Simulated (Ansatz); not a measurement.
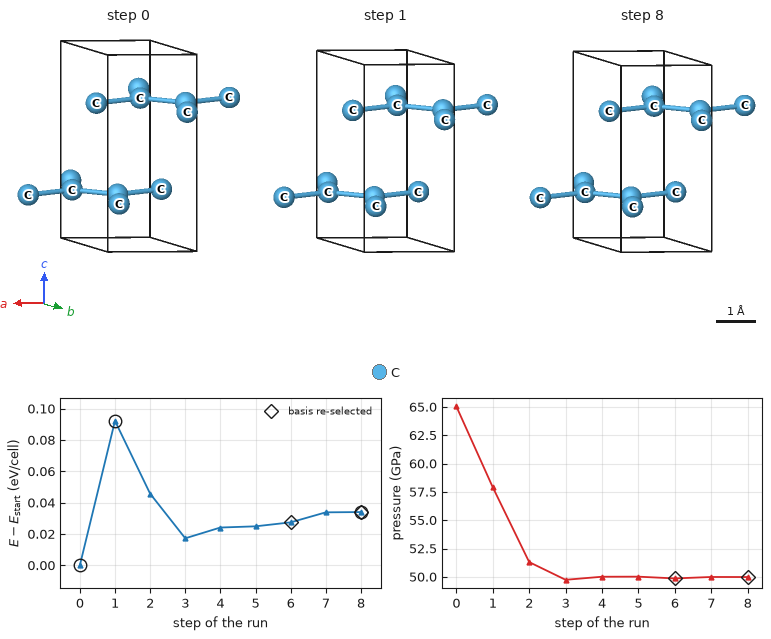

Frames of a relaxation of crystalline C (set up in Fmmm), marked on the history of the run. The picture is a ball-and-stick view of the cell of the calculation, seen from a free direction.

Case: relaxed at 50 GPa.

These are results of DFT LDA, scalar-relativistic, plane waves, PAW (Ansatz 0.2.0), not measurements. (plane-wave cutoff 420 eV; k-point mesh 20 × 20 × 8; occupations gaussian; smearing width 0.1 eV; target pressure 50 GPa; no spin polarisation; cell and atoms relaxed; force threshold 0.008 eV/Å; at most 50 steps)

Question: What happens along the run?

Answer: No atom moves by more than 0.005 Å relative to the cell. The drawn cell changes as follows: a = b 2.341 → 2.376 Å (+1.5 %), c 5.257 → 4.977 Å (−5.3 %), γ 119.8° → 119.7°; the volume changes by −2.4 %. Near-neighbour distances that change, for instance: C–C 1.355 → 1.379 Å. The space group stays Fmmm (No. 69). The energy rises by 34.0 meV per cell of the calculation in 6 accepted moves (8 points after the start). With the target pressure of 50 GPa, the enthalpy E + pV changes by −0.150 eV per cell of the calculation. Largest force component: 0.019 eV/Å at the start, 0.00037 eV/Å at the end. Pressure: 65.05 GPa at the start and 49.98 GPa at the end. At 2 points the geometry stayed and the basis and grid were re-selected for the new cell (energy shift of 2.5 meV per cell of the calculation at most each time). From step 0 to 1: volume −3.0 %, energy +92.2 meV per cell of the calculation. From step 1 to 8: volume +0.7 %, energy −58.2 meV per cell of the calculation.

Limits of the set-up: layers or molecules are held without a dispersion correction, so their spacing is unreliable.
